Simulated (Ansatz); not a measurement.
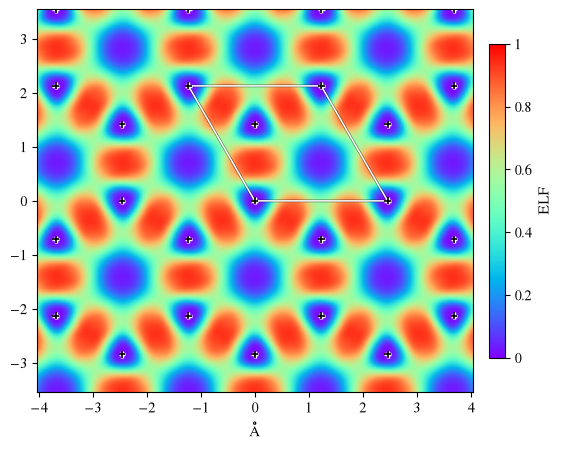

The ELF on a plane through atoms (crosses mark nuclei in the plane).

Method: Ansatz 0.2.0, DFT PBEsol, scalar-relativistic, plane waves, PAW.

Candidates:
A. ZnS, a = 5.36 Å, b = 5.36 Å, c = 5.36 Å, α = 90.00°, β = 90.00°, γ = 90.00°. Space group F-43m.
B. ZrO2, a = 3.62 Å, b = 3.62 Å, c = 5.28 Å, α = 90.00°, β = 90.00°, γ = 90.00°. Space group P4₂/nmc; computed pressure about −7 GPa in this cell.
C. C, a = 2.46 Å, b = 2.46 Å, c = 7.24 Å, α = 90.00°, β = 90.00°, γ = 120.00°. Space group P6₃/mmc.

Question: Which system is this?

Answer: Candidate C: C on the (001) plane of the conventional cell, which holds C. C–C (1.42 Å): the ELF peaks at about 0.95 between the atoms.
